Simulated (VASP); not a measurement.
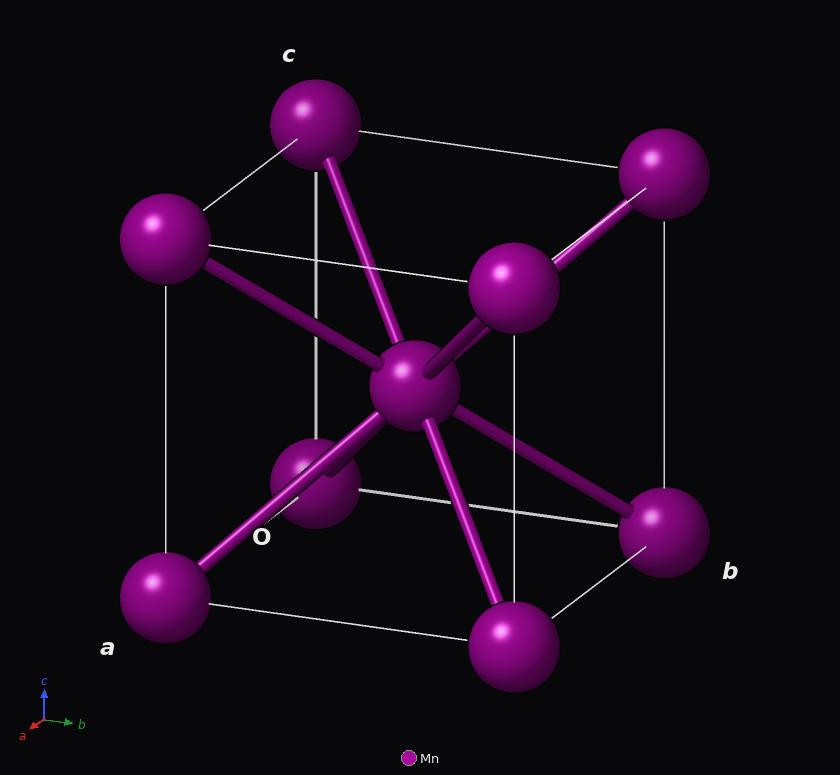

Crystal: Mn, an entry of the Crystallography Open Database, as set up for an electronic-structure calculation. One unit cell is drawn above. The drawing is computed from the coordinates (standard cell, symmetry found to 0.002 Å).

```cif
data_structure
_symmetry_space_group_name_H-M 'P 1'
_symmetry_Int_Tables_number 1
_cell_length_a 3.0810
_cell_length_b 3.0810
_cell_length_c 3.0810
_cell_angle_alpha 90.000
_cell_angle_beta 90.000
_cell_angle_gamma 90.000
_cell_volume 29.25
loop_
_atom_site_label
_atom_site_type_symbol
_atom_site_fract_x
_atom_site_fract_y
_atom_site_fract_z
_atom_site_occupancy
Mn1 Mn 0.00000 0.00000 0.00000 1
Mn2 Mn 0.50000 0.50000 0.50000 1
```

Question: What is its point group?

Answer: m-3m (Oh), order 48, cubic system: three fourfold axes, four threefold axes, six twofold axes, nine mirror planes, an inversion centre.

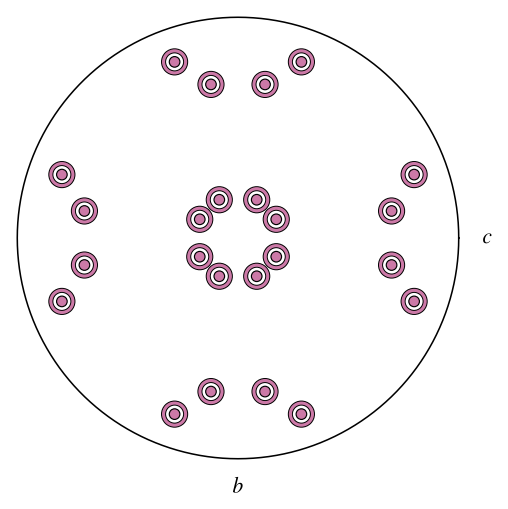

Stereographic projection: filled dots lie in the upper hemisphere, open rings in the lower. The poles are one general form. The a axis points at the viewer.

Question: What does this class allow?

Answer: Class m-3m is centrosymmetric, so neither piezoelectric nor pyroelectric; it is not chiral. Its Laue class is m-3m.
